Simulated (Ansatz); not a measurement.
A periodic structure is given below.

```
Sn O
1.0
     4.75957    0.00000    0.00000
     0.00000    4.75957    0.00000
     0.00000    0.00000    3.20056
Sn O
2 4
Direct
  0.00000 0.00000 0.00000
  0.50000 0.50000 0.50000
  0.80590 0.80590 0.50000
  0.30590 0.69410 0.00000
  0.69410 0.30590 0.00000
  0.19410 0.19410 0.50000
```

### What would you see if this were drawn?

Formula: SnO2. Space group: P4_2/mnm (No. 136). Lattice: primitive tetragonal. The arrangement is known as rutile. Content of the cell: 2 Sn, 4 O (Z = 2). The coordination shell of Sn holds six O in a distorted octahedral arrangement at 2.06 to 2.07 Å. O is linked to three Sn at 2.06 to 2.07 Å. The bonds build a three-dimensional framework.

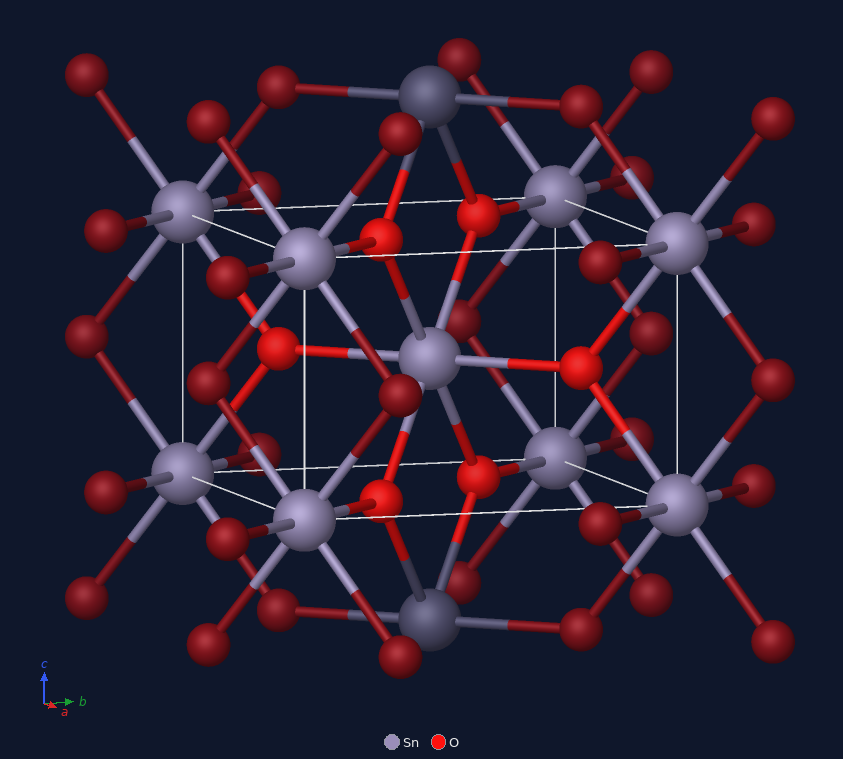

Drawn in the ball-and-stick manner and seen slightly off an axis. One conventional unit cell is outlined, and atoms on its boundary appear in each equivalent place. Outside the box, the atoms bonded to those within are drawn, in fainter colours. Colours: tin purple, oxygen red.

Source of the structure: a structure listed in the Materials Project. Earlier steps of the study, as a rule a relaxation of our own, may have changed the cell and positions, so they can lie some per cent off the listed ones. It went into a calculation with Ansatz.
